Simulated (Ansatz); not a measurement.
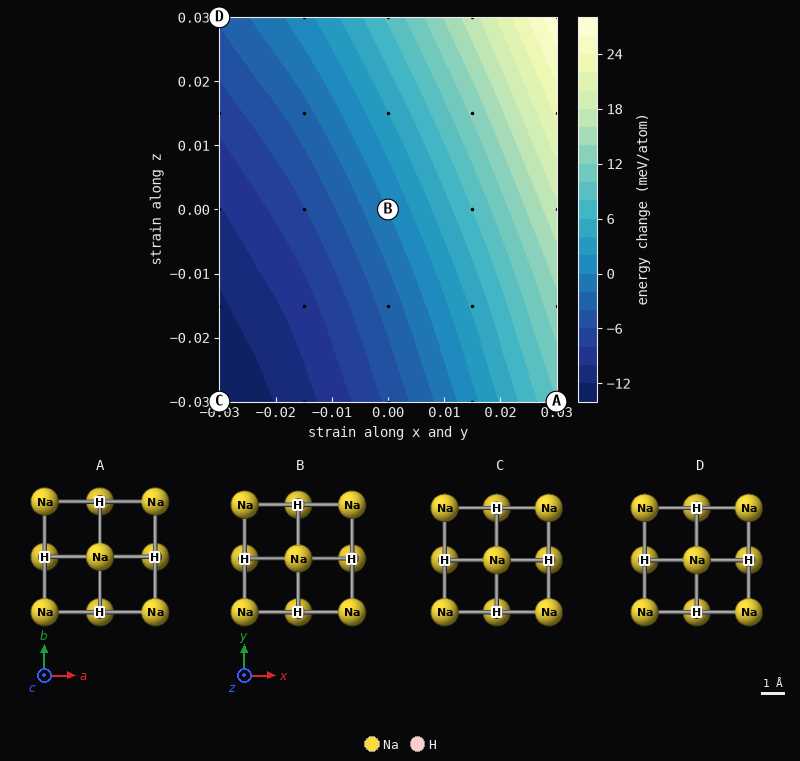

Crystalline NaH (Fm-3m): the cell is strained equally along x and y and separately along z, with the atoms kept at their fractional coordinates. x, y and z are the Cartesian axes of the input. The map is interpolated between the computed points (dots). The lettered frames are marked on it. Style: ball-and-stick. Shown: the conventional cell (4 times the calculation's cell), along the c axis. Lengths and directions refer to the drawn axes.

The calculation used DFT LDA, scalar-relativistic, plane waves, PAW (Ansatz 0.2.0). Set-up: plane-wave cutoff 420 eV; k-point mesh 8 × 8 × 8; occupations gaussian; smearing width 0.05 eV; no spin polarisation. Energies (free energies at the smearing named) are counted from the cell as listed in its source, which wasn't relaxed.

**Where is the lowest point of the map, and what else does it tell?**

In pairs of (strain along x and y; strain along z): the lowest computed point lies at (−0.030, −0.030) (−13.8 meV/atom), the highest at (0.030, 0.030) (27.6 meV/atom). It lies on the edge of the grid, so the true minimum may be outside the range scanned. The pressure runs from −3.9 GPa at (0.030, 0.030) to −0.7 GPa at (−0.030, −0.030). The frames lie at A (0.030, −0.030): 9.9 meV/atom, B (0.000, 0.000): 0.0 meV/atom, C (−0.030, −0.030): −13.8 meV/atom, D (−0.030, 0.030): −3.7 meV/atom.
